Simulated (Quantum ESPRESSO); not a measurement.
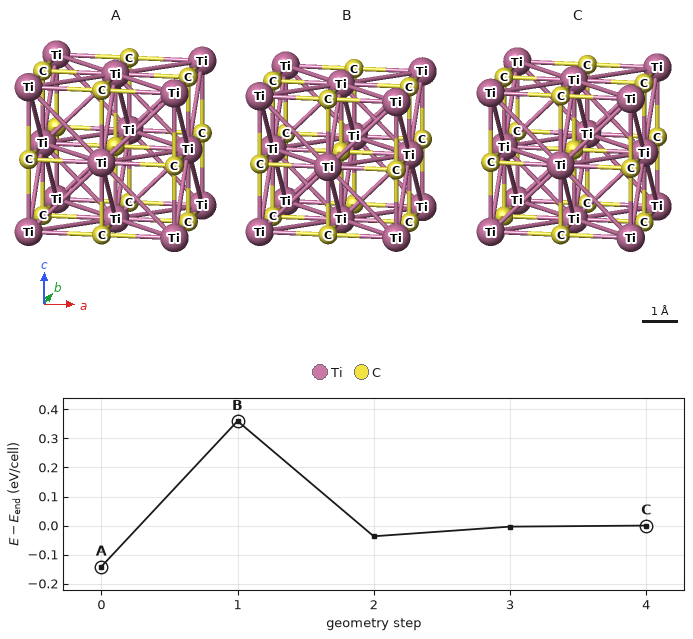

Frames of a relaxation of solid TiC (set up in Fm-3m), marked on the history of the run. A ball-and-stick model of the conventional cell (4 times the calculation's cell), seen slightly off an axis. Lengths and directions refer to the drawn axes.

The run lets cell and atoms move.

Theory: Kohn-Sham DFT of a periodic cell, PBEsol, GBRV 1.5 PBEsol (Quantum ESPRESSO 7.5).

Input file:
```
&CONTROL
  calculation = 'vc-relax'
  prefix = 'pwscf'
  outdir = './tmp'
  pseudo_dir = './pseudo'
  tprnfor = .true.
  tstress = .true.
  disk_io = 'low'
  nstep = 40
  forc_conv_thr = 0.0004
  etot_conv_thr = 1d-05
/
&SYSTEM
  ibrav = 0
  nat = 2
  ntyp = 2
  ecutwfc = 52
  ecutrho = 414
  nbnd = 14
  occupations = 'smearing'
  smearing = 'fd'
  degauss = 0.00367493
/
&ELECTRONS
  conv_thr = 4d-10
  electron_maxstep = 120
  mixing_beta = 0.5
/
&IONS
  ion_dynamics = 'bfgs'
/
&CELL
  cell_dynamics = 'bfgs'
  press = 300
  press_conv_thr = 0.3
/
ATOMIC_SPECIES
Ti    47.8670 ti_pbesol_v1.4.uspp.F.UPF
C     12.0110 c_pbesol_v1.2.uspp.F.UPF
CELL_PARAMETERS bohr
   0.0000000000    4.0926154775    4.0926154775
   4.0926154775    0.0000000000    4.0926154775
   4.0926154775    4.0926154775    0.0000000000
ATOMIC_POSITIONS bohr
Ti     0.0000000000    0.0000000000    0.0000000000
C      4.0926154775    4.0926154775    4.0926154775
K_POINTS automatic
11 11 11 0 0 0
```

Run as
```bash
OMP_NUM_THREADS=1 mpirun -n 2 pw.x -nk 2 -in pw.in > pw.out
```

### What happens along the run?

The energy rises by 0.142 eV per cell of the calculation in 4 geometry steps. With the target pressure of 30 GPa, the enthalpy E + pV changes by −0.287 eV per cell of the calculation. All forces vanish by symmetry, so only the cell relaxes. Pressure: −6.68 GPa at the start and 30.01 GPa at the end. No atom moves by more than 0.005 Å relative to the cell. The drawn cell changes as follows: a = b = c 4.331 → 4.162 Å (−3.9 %); the volume changes by −11.3 %. Near-neighbour distances that change, for instance: Ti–Ti 3.063 → 2.943 Å, C–Ti 2.166 → 2.081 Å. The space group stays Fm-3m (No. 225). From step 0 to 1: volume −17.6 %, energy +0.502 eV per cell of the calculation. From step 1 to 4: volume +7.6 %, energy −0.360 eV per cell of the calculation.

| step | E − E(0), meV/atom | pressure, GPa | volume, Å³/atom |
| --- | --- | --- | --- |
| 0 | 0.00 | -6.68 | 10.158 |
| 1 | 250.77 | 61.97 | 8.374 |
| 2 | 52.33 | 25.64 | 9.120 |
| 3 | 68.95 | 29.59 | 9.024 |
| 4 | 70.78 | 30.01 | 9.014 |
